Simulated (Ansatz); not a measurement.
Mo (slab)

The calculation's input:

```
crystal:
  lattice:
    - [4.4255081942, 0.0, 0.0]
    - [-2.2127540971, 3.8326025208, 0.0]
    - [0.0, 0.0, 25.8402369282]
  atoms:
    - { symbol: Mo, position: [0.6666666667, 0.3333333333, 0.2902450167] }
    - { symbol: Mo, position: [0.3333333333, 0.6666666667, 0.3252041806] }
    - { symbol: Mo, position: [0.0, 0.0, 0.3601633445] }
    - { symbol: Mo, position: [0.6666666667, 0.3333333333, 0.3951225084] }
    - { symbol: Mo, position: [0.3333333333, 0.6666666667, 0.4300816722] }
    - { symbol: Mo, position: [0.0, 0.0, 0.4650408361] }
    - { symbol: Mo, position: [0.6666666667, 0.3333333333, 0.5] }
    - { symbol: Mo, position: [0.3333333333, 0.6666666667, 0.5349591639] }
    - { symbol: Mo, position: [0.0, 0.0, 0.5699183278] }
    - { symbol: Mo, position: [0.6666666667, 0.3333333333, 0.6048774916] }
    - { symbol: Mo, position: [0.3333333333, 0.6666666667, 0.6398366555] }
    - { symbol: Mo, position: [0.0, 0.0, 0.6747958194] }
    - { symbol: Mo, position: [0.6666666667, 0.3333333333, 0.7097549833] }
basis:
  ecutwfc: 420
kpoints:
  mp_grid: { grid: [9, 9, 1] }
hamiltonian:
  xc: pbesol
scf:
  occupations: { method: gaussian, width: 0.1 }
output:
  forces: true
  eigenvalues: true
  write_density: true
  write_potential: true
  elf: true
  volumetric_format: npy
relax:
  adjacent_minimum: "off"
  f_tol: 0.02
  max_steps: 60
efield:
  axis: 3
  dipole_correction: true
  ramp_width: 0.04
```

Run with:

```sh
ansatz run input.yaml --threads 2 --pin off --max-ram 5120MiB --backend cpu --events-out ev --progress --plain --runs-dir out
```

The fields are those of the run's last geometry, not of the input's.

Computed without spin polarisation.

Method: DFT PBEsol, scalar-relativistic, plane waves, PAW in Ansatz 0.2.0.

Question: Predict the valence pseudo-density and electron localisation function between the atoms.

Answer: Mo–Mo (2.45 Å): ρ at the midpoint is about 0.67 e/Å³; the ELF is about 0.40 at the midpoint.
Mo–Mo (2.72 Å): ρ is about 0.36 e/Å³ halfway; the ELF is about 0.25 at the midpoint (no shared electron pair shows on this line).
Mo–Mo (2.72 Å): ρ at the midpoint is about 0.36 e/Å³; the ELF is about 0.25 at the midpoint; no localised pair shows between them.

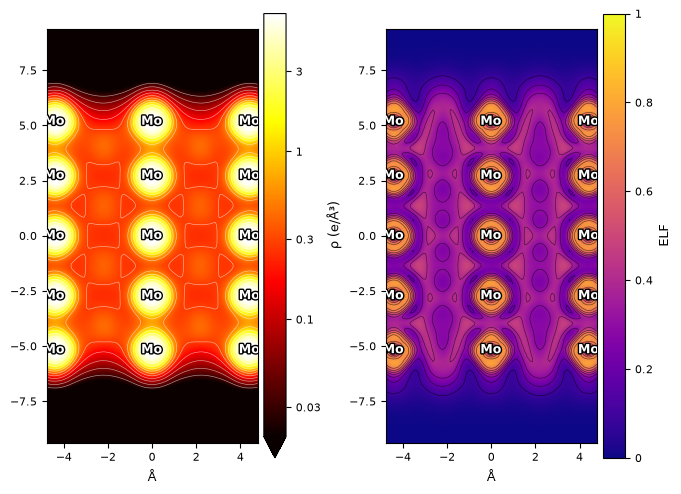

Computed valence pseudo-density and electron localisation function on the (010) plane of the calculation cell, a cut from vacuum to vacuum, in this order. 

The density is the valence pseudo-density of a PAW calculation; it isn't the true density close to the nuclei.
